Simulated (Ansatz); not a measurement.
System: O (space group Fd-3m).

Method: equation of state of a cubic crystal from periodic Kohn-Sham density functional theory without spin, third-order Birch-Murnaghan fit to the free energies; pressure corrected for the finite basis (Ansatz 0.2.0 development build).

structure type diamond; atoms in cell 2; space group number 227; lattice centring face-centred primitive; occupation method Fermi–Dirac; datasets soft-1 PAW; density tolerance 1e−07 eV; bands 10; density cutoff ratio 4; search for lower states default.

Settings that differ: r2SCAN: wave cutoff 500 eV, k mesh 13×13×13, occupation width 0.1 eV; PBE: wave cutoff 420 eV, k mesh 43×43×43, occupation width 0.0612 eV.

Predict the pressure against volume, with one curve for each functional. The cases: r2SCAN; PBE.

The fitted equilibrium volumes, smallest first, are r2SCAN 10.30, PBE 10.68 Å³/atom. The fitted bulk moduli, smallest first, are PBE 119, r2SCAN 135 GPa. For r2SCAN, the pressure falls from 7.0 GPa at volume 9.83 Å³/atom to −8.7 GPa at 11.11 Å³/atom, and changes sign near 10.30 Å³/atom. For PBE, the pressure falls from 8.4 GPa at volume 10.04 Å³/atom to −6.1 GPa at 11.32 Å³/atom, and changes sign near 10.68 Å³/atom.

r2SCAN:
```tsv
volume (Å³/atom)	pressure (GPa)
9.83	7.0
10.15	2.0
10.47	-2.2
10.79	-5.7
11.11	-8.7
```

PBE:
```tsv
volume (Å³/atom)	pressure (GPa)
10.04	8.4
10.25	5.3
10.47	2.5
10.68	0.0
10.90	-2.3
11.11	-4.3
11.32	-6.1
```

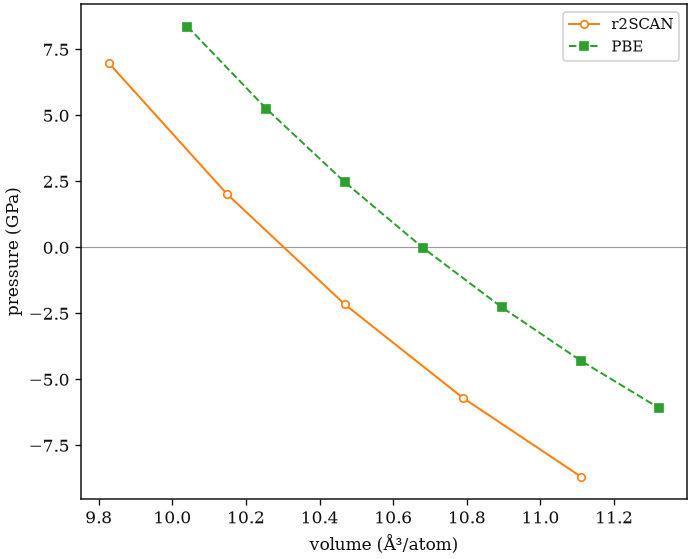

Caveats: cubic model structure, not the ambient form; modest k-mesh, values are not fully converged in k (r2SCAN).
